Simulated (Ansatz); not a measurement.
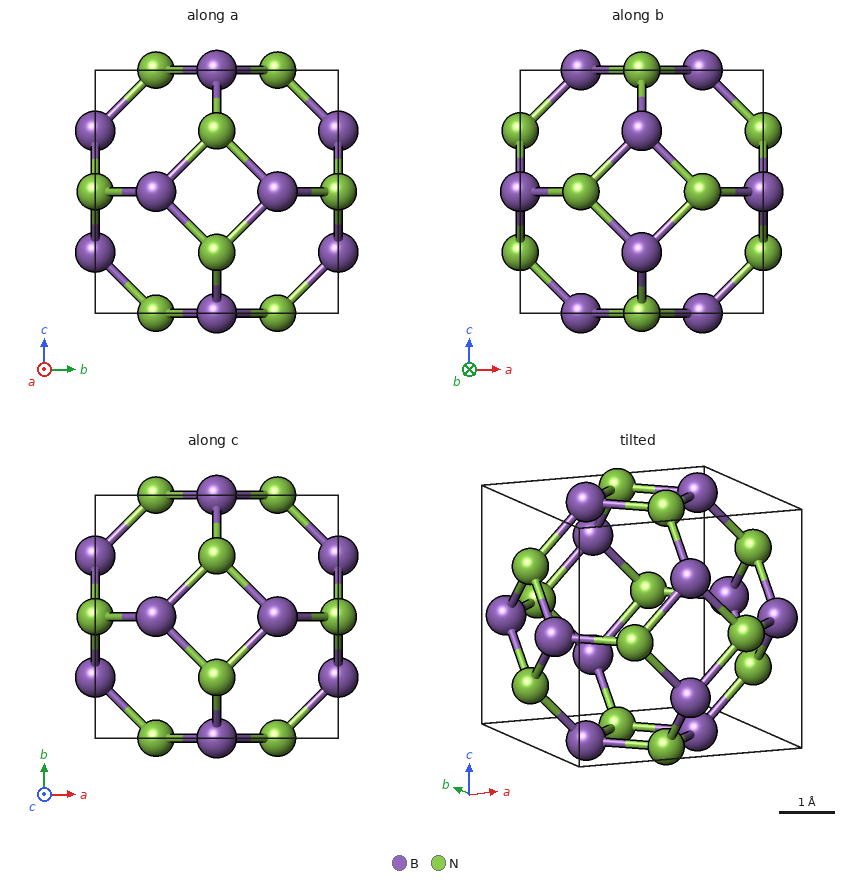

The figure gives a ball-and-stick picture of the atoms, viewed along the a axis, along the b axis, along the c axis and slightly off an axis. Thin lines show the conventional unit cell, with boundary atoms drawn in all their periodic places.

Lattice parameters: a = 4.4402 Å, b = 4.4402 Å, c = 4.4402 Å, α = 90.000°, β = 90.000°, γ = 90.000°.

From the views, write a CIF with its space group and independent sites.

```cif
data_structure
_symmetry_space_group_name_H-M 'P m -3 n'
_symmetry_Int_Tables_number 223
_cell_length_a 4.4402
_cell_length_b 4.4402
_cell_length_c 4.4402
_cell_angle_alpha 90.000
_cell_angle_beta 90.000
_cell_angle_gamma 90.000
_cell_volume 87.54
loop_
_atom_site_label
_atom_site_type_symbol
_atom_site_symmetry_multiplicity
_atom_site_Wyckoff_symbol
_atom_site_fract_x
_atom_site_fract_y
_atom_site_fract_z
_atom_site_occupancy
B1 B 6 d 0.5000 0.0000 0.7500 1
N1 N 6 c 0.0000 0.5000 0.7500 1
```

Its origin is a structure type filled with these elements by a generator (whether the compound takes this form wasn't checked). A relaxation with DFT PBE, scalar-relativistic, plane waves, PAW in Ansatz gave the geometry drawn.
